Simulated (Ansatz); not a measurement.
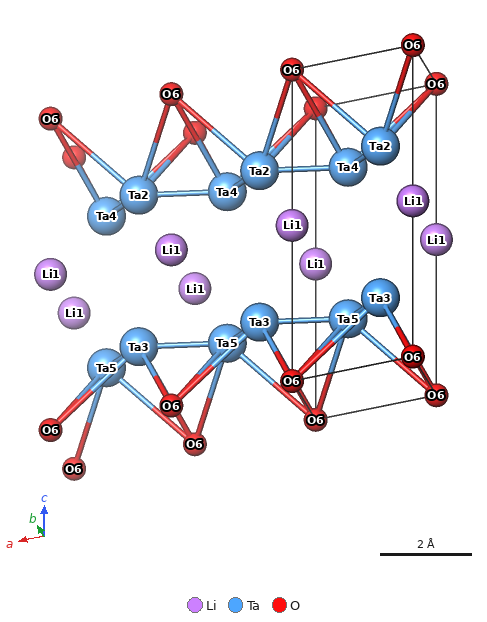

The structure as given in the input (ball-and-stick view of the cell of the calculation, repeated 3 × 1 × 1, seen at an oblique angle; atoms are numbered from 1 in the order of the input). An atom can appear more than once, as a periodic image.

**Two runs on LiTa4O**

System: LiTa4O (P6/mmm, 6 atoms in the cell).
Method of the first run: DFT PBE, scalar-relativistic, plane waves, PAW, no spin polarisation (Ansatz 0.2.0).

The structure was made by a generator, so it may or may not be a known phase. Text and figures count atoms from 1; the logs count them from 0 in places.

**Input file, the first run**
```yaml
crystal:
  lattice:
    - [3.42641662, 0.0, 0.0]
    - [-1.71320831, 2.96736384, 0.0]
    - [0.0, 0.0, 7.12283682]
  atoms:
    - { symbol: Li, position: [0.0, 0.0, 0.5] }
    - { symbol: Ta, position: [0.33333333, 0.66666667, 0.74326992] }
    - { symbol: Ta, position: [0.33333333, 0.66666667, 0.25673008] }
    - { symbol: Ta, position: [0.66666667, 0.33333333, 0.74326992] }
    - { symbol: Ta, position: [0.66666667, 0.33333333, 0.25673008] }
    - { symbol: O, position: [0.0, 0.0, 0.0] }
basis:
  ecutwfc: 420
kpoints:
  mp_grid: { grid: [6, 6, 4] }
hamiltonian:
  xc: pbe
scf:
  occupations: { method: gaussian, width: 0.1 }
  lower_state_search: "off"
output:
  forces: true
  stress: true
  eigenvalues: true
```

Launched with:
```bash
ansatz run input.yaml --threads 1 --pin off --max-ram 2560MiB --backend cpu --events-out ev --progress --plain --runs-dir out
```

Hardware: 1 thread of Arm Neoverse V2, 64 GiB of memory available, shared host.

**Output, shortened to warnings, some set-up lines, iterations and results (the first run)**
```
Basis set: ecut = 420 eV, 1427 PW (Γ), exchange–correlation on 48×48×96 points (8 copies of the dense FFT grid, shifted against one another)
Symmetry: 24 space group operations
k-points: 21 of 144
Initial density: superposition of atomic densities (neutral atoms: chi_scale 0, normalization atom), corrected by the library's trained network
[...]
SCF iter   1: F=—  HF=-40468.208230 eV  |F-HF|=—  |Δ(HF+E_count)|=         —  Δρ=3.40e-2  dr2=8.88e-1  ethr=1.77e-3  ⟨swp⟩=6.8  Hψ=3319  notcnv=0
SCF iter   2: F=—  HF=-40468.098860 eV  |F-HF|=—  |Δ(HF+E_count)|=   1.09e-1  Δρ=1.77e-2  dr2=2.63e-1  ethr=1.45e-3  ⟨swp⟩=1.9  Hψ=1003  notcnv=0  defer=14
SCF iter   3: F=—  HF=-40468.047561 eV  |F-HF|=—  |Δ(HF+E_count)|=   5.13e-2  Δρ=4.21e-3  dr2=2.16e-2  ethr=4.32e-4  ⟨swp⟩=2.0  Hψ=1054  notcnv=0  defer=17
SCF iter   4: F=—  HF=-40468.044116 eV  |F-HF|=—  |Δ(HF+E_count)|=   3.44e-3  Δρ=1.11e-3  dr2=2.56e-3  ethr=3.54e-5  ⟨swp⟩=1.9  Hψ=926  notcnv=0  defer=29
SCF iter   5: F=—  HF=-40468.043880 eV  |F-HF|=—  |Δ(HF+E_count)|=   2.36e-4  Δρ=2.68e-4  dr2=2.55e-4  ethr=4.20e-6  ⟨swp⟩=2.0  Hψ=914  notcnv=0  defer=30
SCF iter   6: F=—  HF=-40468.043838 eV  |F-HF|=—  |Δ(HF+E_count)|=   4.20e-5  Δρ=7.19e-5  dr2=4.84e-6  ethr=4.18e-7  ⟨swp⟩=2.0  Hψ=926  notcnv=0  defer=30
SCF iter   7: F=—  HF=-40468.043667 eV  |F-HF|=—  |Δ(HF+E_count)|=   1.71e-4  Δρ=1.64e-5  dr2=3.09e-7  ethr=7.93e-9  ⟨swp⟩=2.0  Hψ=1304  notcnv=0  defer=34
SCF iter   8: F=-40468.043667 eV  HF=-40468.043667 eV  |F-HF|=2.25e-8  |Δ(HF+E_count)|=   2.48e-8  Δρ=4.30e-6  dr2=3.14e-8  ethr=1.64e-10  ⟨swp⟩=10.0  Hψ=3083  notcnv=0
SCF 1 converged in 8 iterations: F = -40468.043667 eV  dr2 = 3.14e-8
SCF converged after 8 iterations
Free energy (F): -40468.043667 eV
Harris-Foulkes:  -40468.043667 eV  (|F-HF|=2.25e-8)
Internal energy: -40468.023896 eV  (E = F + TS)
E sigma→0 (E₀):  -40468.033781 eV
Entropy (-TS):   -0.019771 eV (-3.295 meV/atom)
Fermi energy:    20.451739 eV
--- Per-component energies (eV) ---
  E_band       = -330.062584
  E_kinetic    = 1769.802364
  E_local      = -3189.353513  (includes V_loc(G=0)·N_el)
  E_nonlocal   = 120.476322
  E_hartree    = 1228.738676
  E_xc         = -981.823082
  E_vxc        = -954.918579  (∫ρ·V_xc dr)
  E_paw        = -33793.753823  (= ΣΔE_a)
  E_vpaw       = -533.551947  (= ΣTr[D̂ρ^β])
  E_aug_tail   = 0.002984  (compensation charges beyond the density's cutoff)
  E_ewald      = -5622.113824
  E_smearing   = -0.019771  (= −TS)
  E_closure    = 0.000000  (closes the sum)
  Σ components = -40468.043667   (vs F -40468.043667, Δ=0.00e0)
--- Forces (eV/Å), atoms counted from 1 ---
  atom   1  Li     0.00000000     0.00000000     0.00000000
  atom   2  Ta    -0.00000000     0.00000000    -0.11771581
  atom   3  Ta    -0.00000000     0.00000000     0.11771581
  atom   4  Ta     0.00000000    -0.00000000    -0.11771581
  atom   5  Ta    -0.00000000    -0.00000000     0.11771581
  atom   6  O      0.00000000     0.00000000     0.00000000
  max |Σ_I F_I| component: 3.70e-16 eV/Å
--- Stress (GPa, compression-positive) ---
      238.767120       0.000000       0.000000
        0.000000     238.767120       0.000000
        0.000000       0.000000       8.531122
  P = ⅓ Tr σ = 162.0218 GPa (1620.218 kbar)
```

For the second run the input was changed thus:
```diff
-    - { symbol: Ta, position: [0.33333333, 0.66666667, 0.74326992] }
-    - { symbol: Ta, position: [0.33333333, 0.66666667, 0.25673008] }
-    - { symbol: Ta, position: [0.66666667, 0.33333333, 0.74326992] }
-    - { symbol: Ta, position: [0.66666667, 0.33333333, 0.25673008] }
+    - { symbol: Ta, position: [0.33333333, 0.66666667, 0.74326992], spin: 1.0 }
+    - { symbol: Ta, position: [0.33333333, 0.66666667, 0.25673008], spin: 1.0 }
+    - { symbol: Ta, position: [0.66666667, 0.33333333, 0.74326992], spin: 1.0 }
+    - { symbol: Ta, position: [0.66666667, 0.33333333, 0.25673008], spin: 1.0 }
+  populations: true
+magnetization:
+  spin_polarized: true
```

What does this change do to the results?

The energy is the same within 0.01 meV per atom. With spin allowed, the absolute moment of the cell comes to 0.00 μB. The SCF takes 16 iterations against 8. On the same kind of shared host the second run took about 3.9 times as long. The two runs start from different initial densities, which also moves the count.

**Output, shortened to warnings, some set-up lines, iterations and results (the second run)**
```
WARN: the starting moments were not kept: the SCF closed with an absolute magnetisation of 6.9e-6 μB, where they sum to 4 μB in size (4 sites). That is at most 0.1 of that sum. Measured as dr2_m measures the in/out step, that magnetisation stands 1.1e-11 eV from none, at or under the dr2_threshold of 1.0e-7 eV: it is no larger than a step whose dr2_m would equal this threshold. The system may …
Basis set: ecut = 420 eV, 1427 PW (Γ), exchange–correlation on 48×48×96 points (8 copies of the dense FFT grid, shifted against one another)
Symmetry: 24 space group operations
k-points: 21 of 144
Initial density: superposition of atomic densities (chi_scale 0.1, normalization cell, long waves 80 % of neutral atoms (reshape's long-wave potential 1.80 eV rms, cloud 1.94 Å wide))
[...]
SCF iter   1: F=—  HF=-40497.160312 eV  |F-HF|=—  |Δ(HF+E_count)|=         —  Δρ=1.99e-1 (↑1.73e-1 ↓1.99e-1)  dr2=2.50e2  dr2_m=1.45e0  M=0.142 μB ∫|m|=0.240 μB  β_m=0.30  …
SCF iter   2: F=—  HF=-40473.535607 eV  |F-HF|=—  |Δ(HF+E_count)|=    2.36e1  Δρ=6.22e-2 (↑4.40e-2 ↓6.22e-2)  dr2=2.39e1  dr2_m=6.09e-1  M=0.475 μB ∫|m|=0.481 μB  β_m=0.30  …
SCF iter   3: F=—  HF=-40471.620701 eV  |F-HF|=—  |Δ(HF+E_count)|=    1.91e0  Δρ=4.59e-2 (↑3.59e-2 ↓4.59e-2)  dr2=1.34e1  dr2_m=3.11e-1  M=0.391 μB ∫|m|=0.395 μB  β_m=0.30  …
SCF iter   4: F=—  HF=-40468.204645 eV  |F-HF|=—  |Δ(HF+E_count)|=    3.42e0  Δρ=3.07e-2 (↑3.07e-2 ↓2.84e-2)  dr2=2.19e0  dr2_m=1.57e-1  M=0.315 μB ∫|m|=0.322 μB  β_m=0.30  …
SCF iter   5: F=—  HF=-40468.190372 eV  |F-HF|=—  |Δ(HF+E_count)|=   1.43e-2  Δρ=1.62e-2 (↑1.62e-2 ↓1.49e-2)  dr2=9.87e-1  dr2_m=8.60e-2  M=0.253 μB ∫|m|=0.260 μB  β_m=0.30  …
[... 7 lines ...]
SCF iter  13: F=—  HF=-40468.043667 eV  |F-HF|=—  |Δ(HF+E_count)|=   1.78e-6  Δρ=1.57e-5 (↑1.57e-5 ↓1.03e-5)  dr2=4.49e-7  dr2_m=6.95e-8  M=-0.000 μB ∫|m|=0.000 μB  β_m=0.98  …
SCF iter  14: F=-40468.043667 eV  HF=-40468.043667 eV  |F-HF|=1.11e-8  |Δ(HF+E_count)|=   2.34e-9  Δρ=3.85e-6 (↑3.85e-6 ↓1.82e-6)  dr2=1.52e-8  dr2_m=4.05e-9  M=-0.000 μB …
SCF iter  15: F=-40468.043667 eV  HF=-40468.043667 eV  |F-HF|=3.42e-10  |Δ(HF+E_count)|=  4.80e-10  Δρ=1.04e-6 (↑1.04e-6 ↓4.61e-7)  dr2=5.68e-10  dr2_m=3.14e-10  M=-0.000 μB …
SCF iter  16: F=-40468.043667 eV  HF=-40468.043667 eV  |F-HF|=0.00e0  |Δ(HF+E_count)|=  1.75e-10  Δρ=1.79e-7 (↑1.31e-7 ↓1.79e-7)  dr2=1.76e-11  dr2_m=1.29e-11  M=-0.000 μB …
SCF 1 converged in 16 iterations: F = -40468.043667 eV  dr2 = 1.76e-11
SCF converged after 16 iterations
Magnetization: -0.0000 μB (30.5000 up, 30.5000 down)
Absolute magnetization: 0.0000 μB (∫|ρ↑−ρ↓|, with the PAW one-centre terms)
Spin contamination: 0.0000 ħ² per cell (⟨S²⟩ above its minimum at these occupations)
Per-site moments (μB) at R_I (Å): [(-4.141124371884917e-8, 1.084799887095062), (-4.767260533776032e-7, 0.8160250555695167), (-4.767260533645096e-7, 0.8160250555695167), (-4.7672605342002155e-7, 0.8160250555695167), (-4.767260533878808e-7, 0.8160250555695167), (-2.166038360333434e-6, …
Free energy (F): -40468.043667 eV
Harris-Foulkes:  -40468.043667 eV  (|F-HF|=0.00e0)
Internal energy: -40468.023896 eV  (E = F + TS)
E sigma→0 (E₀):  -40468.033781 eV
Entropy (-TS):   -0.019771 eV (-3.295 meV/atom)
Fermi energy:    20.451714 eV
--- Per-component energies (eV) ---
  E_band       = -330.062750
  E_kinetic    = 1769.803003
  E_local      = -3189.356158  (includes V_loc(G=0)·N_el)
  E_nonlocal   = 120.476590
  E_hartree    = 1228.740719
  E_xc         = -981.823201
  E_vxc        = -954.918733  (∫ρ·V_xc dr)
  E_paw        = -33793.754009  (= ΣΔE_a)
  E_vpaw       = -533.552006  (= ΣTr[D̂ρ^β])
  E_aug_tail   = 0.002984  (compensation charges beyond the density's cutoff)
  E_ewald      = -5622.113824
  E_smearing   = -0.019771  (= −TS)
  E_closure    = -0.000000  (closes the sum)
  Σ components = -40468.043667   (vs F -40468.043667, Δ=0.00e0)
--- Forces (eV/Å), atoms counted from 1 ---
  atom   1  Li     0.00000000     0.00000000     0.00000000
  atom   2  Ta     0.00000000     0.00000000    -0.11759332
  atom   3  Ta     0.00000000     0.00000000     0.11759332
  atom   4  Ta    -0.00000000    -0.00000000    -0.11759332
  atom   5  Ta     0.00000000    -0.00000000     0.11759332
  atom   6  O      0.00000000     0.00000000     0.00000000
  max |Σ_I F_I| component: 1.48e-16 eV/Å
--- Stress (GPa, compression-positive) ---
      238.766560       0.000000       0.000000
        0.000000     238.766560       0.000000
        0.000000       0.000000       8.531869
  P = ⅓ Tr σ = 162.0217 GPa (1620.217 kbar)
--- Löwdin populations: 6 sites ---
  site symbol       q [e]    m [muB]
     0     Li      2.4588     0.0000
     1     Ta     12.8785    -0.0000
     2     Ta     12.8785    -0.0000
     3     Ta     12.8785    -0.0000
     4     Ta     12.8785    -0.0000
     5      O      6.7346    -0.0000
  spilling = 0.004795 (of n_electrons = 61.000000)
```

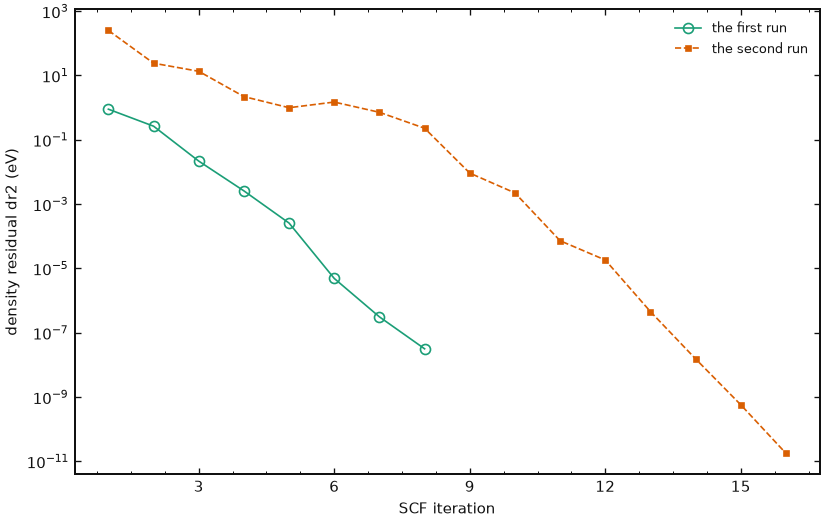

Convergence of the two runs: density residual dr2 against the SCF iteration. The first run takes 8 iterations in all, and the second run takes 16.

**The two runs side by side**

| quantity | the first run | the second run |
| --- | --- | --- |
| outcome | converged | converged |
| free energy per atom (eV) | −6744.6739 | −6744.6739 |
| energy per atom, smearing taken to zero (eV) | −6744.6723 | −6744.6723 |
| gap on the mesh (eV) | 0.00 | 0.00 |
| pressure (GPa) | 162.02 | 162.02 |
| largest force (eV/Å) | 0.118 | 0.118 |
| SCF iterations | 8 | 16 |
| irreducible k-points | 21 | 21 |
| plane waves at Γ | 1427 | 1427 |
| net moment of the cell (μB) | – | 0.00 |
| absolute moment of the cell (μB) | – | 0.00 |
| wall time (shared host) | 2.9 s | 11 s |

For both runs: Spin–orbit coupling is left out, which matters for Ta. For the first run: The cell holds an odd number of electrons but the run has no spin polarisation, so a band is left half filled. For the second run: Warnings: some starting moments were not kept.
